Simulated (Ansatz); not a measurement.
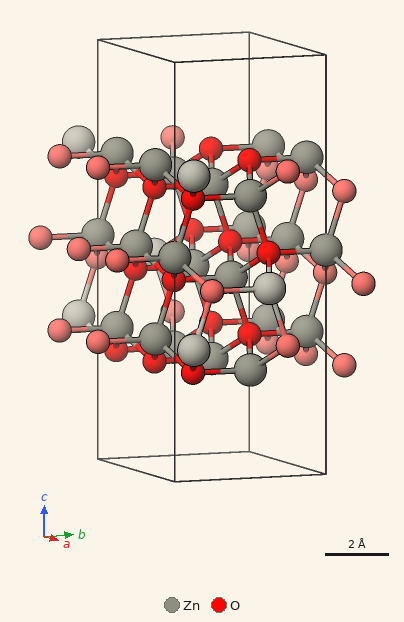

The starting structure (ball-and-stick view of the cell of the calculation, with the vacuum cut short, seen slightly off an axis; neighbours outside the cell are drawn fainter). Near neighbours in the crystal (not all of them lie inside the picture): Zn has 3 O at 1.98 to 1.99 Å; O has 3 Zn at 1.98 to 1.99 Å; Zn has 4 O at 1.98 to 1.99 Å; O has 4 Zn at 1.98 to 1.99 Å.

# Run report: ZnO, geometry relaxation (part 1 of 3)

The run: geometry relaxation of ZnO (slab, 24 atoms in the cell). Method and program: DFT PBE+D3(BJ), scalar-relativistic, plane waves, PAW, no spin polarisation (Ansatz 0.2.0).

The structure derives from an entry of the Crystallography Open Database. The input holds or restrains some coordinates.

Output:
```
Engine: ansatz 0.2.0, x86_64-unknown-linux-gnu
Pseudopotentials: kind: paw
Pseudopotential: Zn, paw, valence charge 12, recommended cutoff 420 eV (normal), Zn.paw.azcp
Pseudopotential: O, paw, valence charge 6, recommended cutoff 420 eV (normal), O.paw.azcp
Functional definition: PBE
  parameter kappa = 0.804
  parameter beta = 0.06672455060314922
  exchange = pbe_x(kappa = kappa, mu = beta*pi^2/3)
  correlation = pbe_c(beta = beta)
Crystal: 24 atoms, lattice volume = 806.712 Å³
Basis set: ecut = 420 eV, 15703 PW (Γ), exchange–correlation on 90×72×320 points (8 copies of the dense FFT grid, shifted against one another)
Bands: 132, of which v1, the nominal top of the filled ones, is band 108 counted from 1 (107 counted from 0)
Symmetry: 4 space group operations
k-points: 9 of 20 (time reversal used)
Non-local potential: Zn, projectors of the file, l = 0: 2, l = 1: 2, l = 2: 3, l = 3: 1
Non-local potential: O, projectors of the file, l = 0: 2, l = 1: 2, l = 2: 1
PAW form: soft (Blöchl's): semilocal exchange-correlation on the pseudo side does not see the compensation charge
PAW one-centre angular grid: Zn, 590 points (default); XC on 64 Gauss nodes
PAW one-centre angular grid: O, 110 points (default); XC on 64 Gauss nodes
Initial density: superposition of atomic densities (neutral atoms: chi_scale 0, normalization atom), corrected by the library's trained network
Initial wavefunctions: pseudopotential atomic-orbital guess
Functional: x = pbe(κ = 0.804, μ = 0.2195149727645171), c = pbe(β = 0.06672455060314922)
SCF iter   1: F=—  HF=-46641.125754 eV  |F-HF|=—  |Δ(HF+E_count)|=         —  Δρ=1.38e-3  dr2=1.20e-2  ethr=1.77e-3  p=-0.000 e·Å  D=-6.20e-15 V/Å  ΔV_dip=0.00 eV  dr2_dipole=3.04e-10  V_vac-E_F(+/−)=4.72/4.72 eV  ⟨swp⟩=7.1  Hψ=5273  notcnv=0  defer=84
efield: sawtooth ramp at fractional position 0.9500 (placed from the atoms, in the widest stretch of the axis that holds none; the zero of the levels goes with the place), width 0.1000; the density the first Hamiltonian is built on has a dipole p = -0.000 e·Å; the dipole correction subtracts the counter field D = -6.20e-15 V/Å, which shifts the + side's vacuum level by +0.00 eV against the − side's; the planar-averaged density in the ramp window peaks in size at 5.7e-6 e/Å³
preconditioner: auto → Resta (q_TF=auto, 2.190 Å⁻¹)  ε∞=3.9  [insulator: Δε(μ)=0.486 eV  Ē_g=11.263 eV  σ=0.050 eV  W_gap=1.00  n_scr=130 (ndim 8)  ℏωp=19.2 eV  f_vac=0.606  D(μ)=0.00/eV (n_scr^D=0)  ε∞_Penn≈3.9  vacuum switching on, ρ_ref=9.2e-3 e/Å³]
SCF iter   2: F=—  HF=-46641.132044 eV  |F-HF|=—  |Δ(HF+E_count)|=   6.29e-3  Δρ=5.96e-4  dr2=2.00e-3  ethr=5.57e-6  p=0.000 e·Å  D=1.38e-6 V/Å  ΔV_dip=-0.00 eV  dr2_dipole=1.86e-11  V_vac-E_F(+/−)=4.77/4.77 eV  ⟨swp⟩=2.8  Hψ=2428  notcnv=0  defer=161
SCF iter   3: F=—  HF=-46641.132833 eV  |F-HF|=—  |Δ(HF+E_count)|=   7.89e-4  Δρ=3.39e-4  dr2=7.38e-4  ethr=9.28e-7  p=0.000 e·Å  D=1.99e-7 V/Å  ΔV_dip=-0.00 eV  dr2_dipole=4.37e-11  V_vac-E_F(+/−)=4.80/4.80 eV  ⟨swp⟩=2.0  Hψ=1985  notcnv=0  defer=161
SCF iter   4: F=—  HF=-46641.133147 eV  |F-HF|=—  |Δ(HF+E_count)|=   3.14e-4  Δρ=8.43e-5  dr2=5.78e-5  ethr=3.42e-7  p=0.000 e·Å  D=2.00e-7 V/Å  ΔV_dip=-0.00 eV  dr2_dipole=2.80e-12  V_vac-E_F(+/−)=4.82/4.82 eV  ⟨swp⟩=2.0  Hψ=1899  notcnv=0  defer=161
iter 5 did not close the SCF: its close was put off for the readings that it lacked (scf_convergence_deferred on its scf_iter line)
SCF iter   5: F=-46641.133185 eV  HF=-46641.133188 eV  |F-HF|=2.84e-6  |Δ(HF+E_count)|=   4.04e-5  Δρ=4.66e-5  dr2=1.76e-5  ethr=2.68e-8  p=0.000 e·Å  D=5.98e-9 V/Å  ΔV_dip=-0.00 eV  dr2_dipole=3.90e-12  V_vac-E_F(+/−)=4.83/4.83 eV  ⟨swp⟩=2.0  Hψ=1977  notcnv=0  defer=161
SCF iter   6: F=-46641.133190 eV  HF=-46641.133193 eV  |F-HF|=3.33e-6  |Δ(HF+E_count)|=   5.25e-6  Δρ=2.92e-5  dr2=7.09e-6  ethr=8.17e-9  p=0.000 e·Å  D=1.57e-7 V/Å  ΔV_dip=-0.00 eV  dr2_dipole=2.99e-12  V_vac-E_F(+/−)=4.83/4.83 eV  ⟨swp⟩=20.6  Hψ=12708  notcnv=0
SCF 1 converged in 6 iterations: F = -46641.133190 eV  dr2 = 7.09e-6
  greatest PAW one-centre occupation: 0.988 electrons in one spin orbital (limit 2), on the Zn atom at site 21 (counted from 0), in its partial waves of l = 2
relax step   1: F+E_penalty+E_count = -46641.13318959 eV  Δ(F+E_penalty+E_count) = +0.000e0 eV  max|allowed force component| = 1.350e0 eV/Å  Δτ_max = 0.0000 Å  (6 SCF iters, dr2 threshold 2.25e-5 eV, accepted)
Initial density: handed on by an earlier stage of this run
Initial wavefunctions: those handed on with the density
iter 1 solved again at ethr=4.07e-5 eV; its pass at ethr=3.10e-3 eV (dr2=8.79e-2 eV) is discarded
SCF iter   1: F=—  HF=-46641.583748 eV  |F-HF|=—  |Δ(HF+E_count)|=         —  Δρ=4.18e-3  dr2=8.66e-2  ethr=4.07e-5  p=-0.000 e·Å  D=-1.40e-7 V/Å  ΔV_dip=0.00 eV  dr2_dipole=6.60e-4  V_vac-E_F(+/−)=4.78/4.78 eV  ⟨swp⟩=1.3  Hψ=4344  notcnv=0  defer=161
efield: sawtooth ramp at fractional position 0.9500 (handed on by an earlier solve), width 0.1000; the density the first Hamiltonian is built on has a dipole p = -0.000 e·Å; the dipole correction subtracts the counter field D = -1.40e-7 V/Å, which shifts the + side's vacuum level by +0.00 eV against the − side's; the planar-averaged density in the ramp window peaks in size at 2.6e-6 e/Å³
preconditioner: auto → Resta (q_TF=auto, 2.190 Å⁻¹)  ε∞=3.9  [insulator: Δε(μ)=0.602 eV  Ē_g=11.326 eV  σ=0.050 eV  W_gap=1.00  n_scr=130 (ndim 8)  ℏωp=19.2 eV  f_vac=0.611  D(μ)=0.00/eV (n_scr^D=0)  ε∞_Penn≈3.9  vacuum switching on, ρ_ref=9.3e-3 e/Å³]
SCF iter   2: F=—  HF=-46641.562332 eV  |F-HF|=—  |Δ(HF+E_count)|=   2.14e-2  Δρ=2.04e-3  dr2=2.70e-2  ethr=4.01e-5  p=-0.016 e·Å  D=-3.48e-3 V/Å  ΔV_dip=0.08 eV  dr2_dipole=5.40e-4  V_vac-E_F(+/−)=4.87/4.79 eV  ⟨swp⟩=2.0  Hψ=1909  notcnv=0  defer=161
SCF iter   3: F=—  HF=-46641.558466 eV  |F-HF|=—  |Δ(HF+E_count)|=   3.87e-3  Δρ=1.36e-3  dr2=1.25e-2  ethr=1.25e-5  p=-0.041 e·Å  D=-9.28e-3 V/Å  ΔV_dip=0.22 eV  dr2_dipole=7.68e-8  V_vac-E_F(+/−)=5.00/4.79 eV  ⟨swp⟩=2.0  Hψ=2033  notcnv=0  defer=161
SCF iter   4: F=—  HF=-46641.554882 eV  |F-HF|=—  |Δ(HF+E_count)|=   3.58e-3  Δρ=2.77e-4  dr2=7.30e-4  ethr=5.77e-6  p=-0.045 e·Å  D=-1.01e-2 V/Å  ΔV_dip=0.24 eV  dr2_dipole=2.57e-5  V_vac-E_F(+/−)=5.03/4.79 eV  ⟨swp⟩=2.0  Hψ=1985  notcnv=0  defer=161
SCF iter   5: F=—  HF=-46641.554916 eV  |F-HF|=—  |Δ(HF+E_count)|=   3.40e-5  Δρ=2.07e-4  dr2=3.45e-4  ethr=3.38e-7  p=-0.050 e·Å  D=-1.12e-2 V/Å  ΔV_dip=0.26 eV  dr2_dipole=5.06e-7  V_vac-E_F(+/−)=5.05/4.79 eV  ⟨swp⟩=2.0  Hψ=2106  notcnv=0  defer=168
SCF iter   6: F=-46641.554863 eV  HF=-46641.554857 eV  |F-HF|=6.33e-6  |Δ(HF+E_count)|=   5.85e-5  Δρ=4.79e-5  dr2=1.55e-5  ethr=4.63e-8  p=-0.051 e·Å  D=-1.14e-2 V/Å  ΔV_dip=0.27 eV  dr2_dipole=2.43e-7  V_vac-E_F(+/−)=5.06/4.79 eV  ⟨swp⟩=21.3  Hψ=13658  notcnv=0
SCF 2 converged in 6 iterations: F = -46641.554863 eV  dr2 = 1.55e-5
  greatest PAW one-centre occupation: 0.988 electrons in one spin orbital (limit 2), on the Zn atom at site 1 (counted from 0), in its partial waves of l = 2
relax step   2: F+E_penalty+E_count = -46641.55486329 eV  Δ(F+E_penalty+E_count) = -4.217e-1 eV  max|allowed force component| = 8.353e-1 eV/Å  Δτ_max = 0.1577 Å  (6 SCF iters, dr2 threshold 1.00e-4 eV, accepted)
SCF iter   1: F=—  HF=-46641.810080 eV  |F-HF|=—  |Δ(HF+E_count)|=         —  Δρ=4.96e-3  dr2=1.06e-1  ethr=5.48e-4  p=-0.051 e·Å  D=-1.14e-2 V/Å  ΔV_dip=0.27 eV  dr2_dipole=2.18e-3  V_vac-E_F(+/−)=5.04/4.77 eV  ⟨swp⟩=4.3  Hψ=3896  notcnv=0  defer=157
efield: sawtooth ramp at fractional position 0.9500 (handed on by an earlier solve), width 0.1000; the density the first Hamiltonian is built on has a dipole p = -0.051 e·Å; the dipole correction subtracts the counter field D = -1.14e-2 V/Å, which shifts the + side's vacuum level by +0.27 eV against the − side's; the planar-averaged density in the ramp window peaks in size at 6.8e-6 e/Å³
preconditioner: auto → Resta (q_TF=auto, 2.190 Å⁻¹)  ε∞=3.8  [insulator: Δε(μ)=0.690 eV  Ē_g=11.450 eV  σ=0.050 eV  W_gap=1.00  n_scr=130 (ndim 8)  ℏωp=19.2 eV  f_vac=0.615  D(μ)=0.00/eV (n_scr^D=0)  ε∞_Penn≈3.8  vacuum switching on, ρ_ref=9.5e-3 e/Å³]
SCF iter   2: F=—  HF=-46641.789106 eV  |F-HF|=—  |Δ(HF+E_count)|=   2.10e-2  Δρ=2.29e-3  dr2=3.03e-2  ethr=4.90e-5  p=-0.073 e·Å  D=-1.63e-2 V/Å  ΔV_dip=0.38 eV  dr2_dipole=1.44e-4  V_vac-E_F(+/−)=5.13/4.74 eV  ⟨swp⟩=2.0  Hψ=2309  notcnv=0  defer=172
SCF iter   3: F=—  HF=-46641.783824 eV  |F-HF|=—  |Δ(HF+E_count)|=   5.28e-3  Δρ=1.21e-3  dr2=9.51e-3  ethr=1.40e-5  p=-0.083 e·Å  D=-1.86e-2 V/Å  ΔV_dip=0.44 eV  dr2_dipole=3.61e-4  V_vac-E_F(+/−)=5.19/4.76 eV  ⟨swp⟩=2.0  Hψ=1955  notcnv=0  defer=172
SCF iter   4: F=—  HF=-46641.782270 eV  |F-HF|=—  |Δ(HF+E_count)|=   1.55e-3  Δρ=3.21e-4  dr2=9.50e-4  ethr=4.40e-6  p=-0.097 e·Å  D=-2.18e-2 V/Å  ΔV_dip=0.51 eV  dr2_dipole=1.13e-6  V_vac-E_F(+/−)=5.26/4.75 eV  ⟨swp⟩=2.0  Hψ=1909  notcnv=0  defer=172
SCF iter   5: F=—  HF=-46641.782282 eV  |F-HF|=—  |Δ(HF+E_count)|=   1.19e-5  Δρ=2.30e-4  dr2=4.14e-4  ethr=4.40e-7  p=-0.099 e·Å  D=-2.23e-2 V/Å  ΔV_dip=0.52 eV  dr2_dipole=1.97e-6  V_vac-E_F(+/−)=5.27/4.75 eV  ⟨swp⟩=2.0  Hψ=2011  notcnv=0  defer=172
SCF iter   6: F=-46641.782225 eV  HF=-46641.782222 eV  |F-HF|=3.06e-6  |Δ(HF+E_count)|=   6.00e-5  Δρ=4.57e-5  dr2=1.56e-5  ethr=2.02e-8  p=-0.101 e·Å  D=-2.26e-2 V/Å  ΔV_dip=0.53 eV  dr2_dipole=2.02e-7  V_vac-E_F(+/−)=5.28/4.75 eV  ⟨swp⟩=21.2  Hψ=13975  notcnv=0
SCF 3 converged in 6 iterations: F = -46641.782225 eV  dr2 = 1.56e-5
relax step   3: F+E_penalty+E_count = -46641.78222468 eV  Δ(F+E_penalty+E_count) = -2.274e-1 eV  max|allowed force component| = 5.758e-1 eV/Å  Δτ_max = 0.1815 Å  (6 SCF iters, dr2 threshold 4.36e-5 eV, accepted)
SCF iter   1: F=—  HF=-46641.827116 eV  |F-HF|=—  |Δ(HF+E_count)|=         —  Δρ=2.44e-3  dr2=2.90e-2  ethr=1.17e-4  p=-0.101 e·Å  D=-2.26e-2 V/Å  ΔV_dip=0.53 eV  dr2_dipole=1.28e-4  V_vac-E_F(+/−)=5.27/4.74 eV  ⟨swp⟩=4.2  Hψ=2923  notcnv=0  defer=173
efield: sawtooth ramp at fractional position 0.9500 (handed on by an earlier solve), width 0.1000; the density the first Hamiltonian is built on has a dipole p = -0.101 e·Å; the dipole correction subtracts the counter field D = -2.26e-2 V/Å, which shifts the + side's vacuum level by +0.53 eV against the − side's; the planar-averaged density in the ramp window peaks in size at 6.1e-6 e/Å³
preconditioner: auto → Resta (q_TF=auto, 2.190 Å⁻¹)  ε∞=3.8  [insulator: Δε(μ)=0.713 eV  Ē_g=11.467 eV  σ=0.050 eV  W_gap=1.00  n_scr=130 (ndim 8)  ℏωp=19.2 eV  f_vac=0.614  D(μ)=0.00/eV (n_scr^D=0)  ε∞_Penn≈3.8  vacuum switching on, ρ_ref=9.5e-3 e/Å³]
SCF iter   2: F=—  HF=-46641.818473 eV  |F-HF|=—  |Δ(HF+E_count)|=   8.64e-3  Δρ=1.19e-3  dr2=7.31e-3  ethr=1.34e-5  p=-0.098 e·Å  D=-2.19e-2 V/Å  ΔV_dip=0.52 eV  dr2_dipole=1.10e-6  V_vac-E_F(+/−)=5.27/4.75 eV  ⟨swp⟩=2.2  Hψ=1972  notcnv=0  defer=173
SCF iter   3: F=—  HF=-46641.817537 eV  |F-HF|=—  |Δ(HF+E_count)|=   9.36e-4  Δρ=7.26e-4  dr2=3.82e-3  ethr=3.38e-6  p=-0.100 e·Å  D=-2.24e-2 V/Å  ΔV_dip=0.53 eV  dr2_dipole=1.46e-6  V_vac-E_F(+/−)=5.28/4.75 eV  ⟨swp⟩=2.0  Hψ=1928  notcnv=0  defer=173
SCF iter   4: F=—  HF=-46641.816756 eV  |F-HF|=—  |Δ(HF+E_count)|=   7.81e-4  Δρ=1.48e-4  dr2=2.15e-4  ethr=1.77e-6  p=-0.100 e·Å  D=-2.24e-2 V/Å  ΔV_dip=0.53 eV  dr2_dipole=6.80e-6  V_vac-E_F(+/−)=5.28/4.75 eV  ⟨swp⟩=2.0  Hψ=1927  notcnv=0  defer=173
SCF iter   5: F=-46641.816725 eV  HF=-46641.816758 eV  |F-HF|=3.32e-5  |Δ(HF+E_count)|=   1.61e-6  Δρ=7.81e-5  dr2=4.06e-5  ethr=4.63e-8  p=-0.103 e·Å  D=-2.31e-2 V/Å  ΔV_dip=0.54 eV  dr2_dipole=3.42e-7  V_vac-E_F(+/−)=5.29/4.75 eV  ⟨swp⟩=19.6  Hψ=13650  notcnv=0
SCF 4 converged in 5 iterations: F = -46641.816725 eV  dr2 = 4.06e-5
relax step   4: F+E_penalty+E_count = -46641.81672458 eV  Δ(F+E_penalty+E_count) = -3.450e-2 eV  max|allowed force component| = 1.021e-1 eV/Å  Δτ_max = 0.0626 Å  (5 SCF iters, dr2 threshold 1.00e-4 eV, accepted)
SCF iter   1: F=—  HF=-46641.820854 eV  |F-HF|=—  |Δ(HF+E_count)|=         —  Δρ=7.63e-4  dr2=3.91e-3  ethr=1.20e-5  p=-0.103 e·Å  D=-2.31e-2 V/Å  ΔV_dip=0.54 eV  dr2_dipole=2.86e-4  V_vac-E_F(+/−)=5.29/4.75 eV  ⟨swp⟩=2.4  Hψ=2462  notcnv=0  defer=173
efield: sawtooth ramp at fractional position 0.9500 (handed on by an earlier solve), width 0.1000; the density the first Hamiltonian is built on has a dipole p = -0.103 e·Å; the dipole correction subtracts the counter field D = -2.31e-2 V/Å, which shifts the + side's vacuum level by +0.54 eV against the − side's; the planar-averaged density in the ramp window peaks in size at 6.0e-6 e/Å³
preconditioner: auto → Resta (q_TF=auto, 2.190 Å⁻¹)  ε∞=3.8  [insulator: Δε(μ)=0.713 eV  Ē_g=11.474 eV  σ=0.050 eV  W_gap=1.00  n_scr=130 (ndim 8)  ℏωp=19.2 eV  f_vac=0.615  D(μ)=0.00/eV (n_scr^D=0)  ε∞_Penn≈3.8  vacuum switching on, ρ_ref=9.5e-3 e/Å³]
SCF iter   2: F=—  HF=-46641.819881 eV  |F-HF|=—  |Δ(HF+E_count)|=   9.73e-4  Δρ=4.10e-4  dr2=9.54e-4  ethr=1.81e-6  p=-0.110 e·Å  D=-2.46e-2 V/Å  ΔV_dip=0.58 eV  dr2_dipole=3.39e-5  V_vac-E_F(+/−)=5.32/4.74 eV  ⟨swp⟩=2.0  Hψ=1522  notcnv=0  defer=173
SCF iter   3: F=—  HF=-46641.819706 eV  |F-HF|=—  |Δ(HF+E_count)|=   1.74e-4  Δρ=2.53e-4  dr2=5.12e-4  ethr=4.41e-7  p=-0.114 e·Å  D=-2.55e-2 V/Å  ΔV_dip=0.60 eV  dr2_dipole=7.22e-6  V_vac-E_F(+/−)=5.34/4.74 eV  ⟨swp⟩=2.0  Hψ=1982  notcnv=0  defer=173
SCF iter   4: F=—  HF=-46641.819607 eV  |F-HF|=—  |Δ(HF+E_count)|=   9.92e-5  Δρ=5.05e-5  dr2=1.97e-5  ethr=2.37e-7  p=-0.115 e·Å  D=-2.59e-2 V/Å  ΔV_dip=0.61 eV  dr2_dipole=2.96e-8  V_vac-E_F(+/−)=5.35/4.74 eV  ⟨swp⟩=2.0  Hψ=1945  notcnv=0  defer=173
SCF iter   5: F=—  HF=-46641.819563 eV  |F-HF|=—  |Δ(HF+E_count)|=   4.42e-5  Δρ=3.48e-5  dr2=8.38e-6  ethr=9.11e-9  p=-0.116 e·Å  D=-2.60e-2 V/Å  ΔV_dip=0.61 eV  dr2_dipole=3.25e-9  V_vac-E_F(+/−)=5.35/4.74 eV  ⟨swp⟩=2.0  Hψ=1986  notcnv=0  defer=173
SCF iter   6: F=—  HF=-46641.819562 eV  |F-HF|=—  |Δ(HF+E_count)|=   1.48e-6  Δρ=8.59e-6  dr2=4.32e-7  ethr=3.88e-9  p=-0.116 e·Å  D=-2.60e-2 V/Å  ΔV_dip=0.61 eV  dr2_dipole=2.35e-9  V_vac-E_F(+/−)=5.35/4.74 eV  ⟨swp⟩=2.0  Hψ=1964  notcnv=0  defer=173
SCF iter   7: F=-46641.819562 eV  HF=-46641.819562 eV  |F-HF|=4.16e-8  |Δ(HF+E_count)|=   3.24e-7  Δρ=3.47e-6  dr2=9.60e-8  ethr=4.63e-11  p=-0.116 e·Å  D=-2.60e-2 V/Å  ΔV_dip=0.61 eV  dr2_dipole=5.27e-9  V_vac-E_F(+/−)=5.35/4.74 eV  ⟨swp⟩=18.2  Hψ=10647  notcnv=0
SCF 5 converged in 7 iterations: F = -46641.819562 eV  dr2 = 9.60e-8
relax step   5: F+E_penalty+E_count = -46641.81956182 eV  Δ(F+E_penalty+E_count) = -2.837e-3 eV  max|allowed force component| = 1.968e-2 eV/Å  Δτ_max = 0.0188 Å  (7 SCF iters, accepted)
```

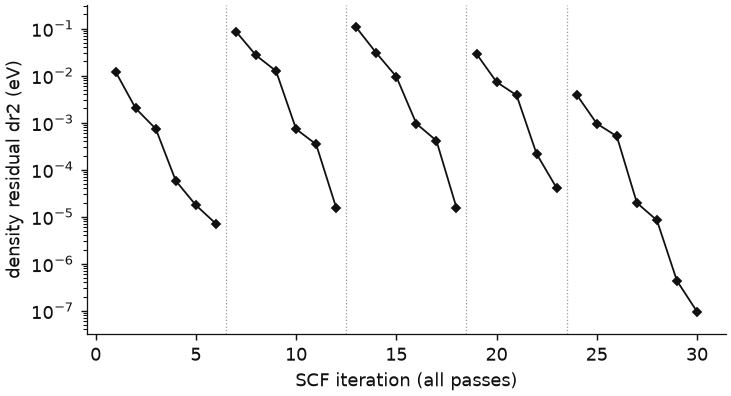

Convergence of the self-consistent field: density residual dr2 against the SCF iteration. The dotted lines part the SCF passes of the relaxation: geometry steps, rejected trials and re-solves on a re-selected basis. The 5 passes take 5 to 7 iterations each, 30 in all.
